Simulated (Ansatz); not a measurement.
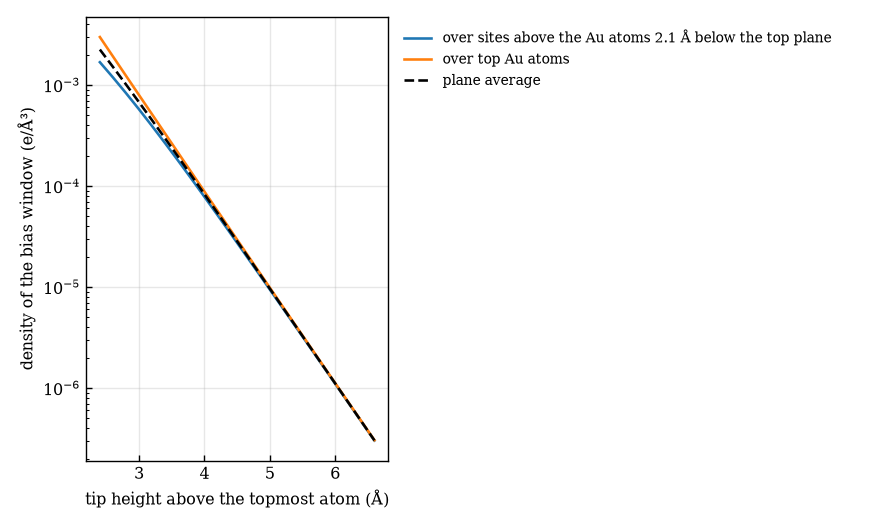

Approach curves over Au(100) (Fm-3m bulk, 6 atomic planes (those closer than 0.6 Å count as one), 10 Å) at a sample bias of +1.50 V.

Tersoff–Hamann simulation (s-wave tip); biases are sample biases. Bias windows are sharp sums over the levels of the k mesh.

Method: DFT PBE, scalar-relativistic, plane waves, PAW in Ansatz 0.2.0. Cutoff 420 eV, 17 × 17 k-points, Gaussian smearing 0.1 eV, dipole correction. The slab is a cut without reconstruction beyond its cell, at the source's lattice constants, with its lower half held fixed and the rest relaxed. No spin polarisation. Spin–orbit coupling is left out; with Au it can shift levels and gaps. The run couldn't confirm all of its levels under its output density. The run warns that the functional's potential is rough in the thin density of the vacuum, where the tip is; weak contrasts and barriers may feel it.

Q: How fast does the current decay, and what apparent barrier height does that imply?

A: Near 4 Å the plane average falls as exp(−2.13 z/Å), a factor of 8.4 per ångström, which gives an apparent barrier of 4.3 eV (0.952 eV Å² times the slope squared). The vacuum level lies 5.10 eV above zero bias. The upper edge of the window lies 3.60 eV under it. The apparent barrier is above 3.60 eV. At 4 Å the 0.50 eV of states nearest the upper edge carry 47 % of the density.
